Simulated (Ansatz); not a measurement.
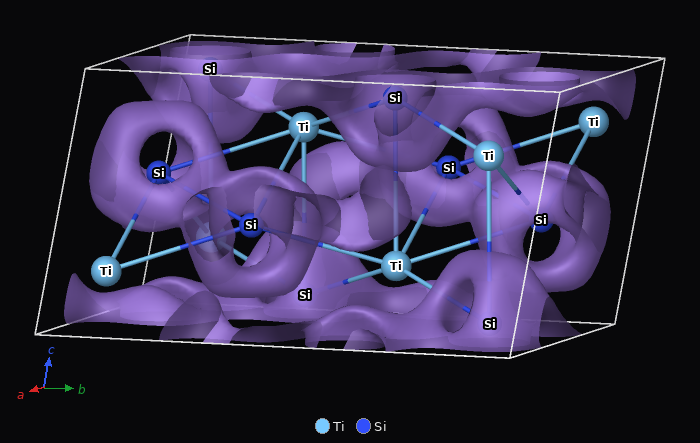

Figure 1: TiSi$_{2}$. Isosurface of the ELF at 0.65 (purple), seen slightly off an axis. Core shells and regions of very low density are left out. Sticks mark near contacts.

Space group C2/c; changed on purpose from its base cell (strain along c alone, the other axes held, atoms relaxed: +3.0 %); computed pressure about −3 GPa in this cell; computed without spin polarisation.

The calculation used DFT PBE, scalar-relativistic, plane waves, PAW in Ansatz 0.2.0.

Core electrons are frozen (PAW), and the valence fields are smoothed inside the atomic spheres.

Where are the electrons localised?

Answer. The ELF exceeds this value in channels that run through the cell in one direction, counted in one cell of 12 atoms. Any copies at cell faces, edges or corners count once.

Values along the shortest contacts:
Si–Si (2.54 Å): the ELF peaks at about 0.80 between the atoms. Ti–Si (2.56 Å): the ELF peaks at about 0.75 in the valence shell of Si, 0.9 Å from its nucleus, and is about 0.40 at the midpoint.

Metal or insulator at this level of theory?

Answer. It is gapless in this calculation (a metal or semimetal).
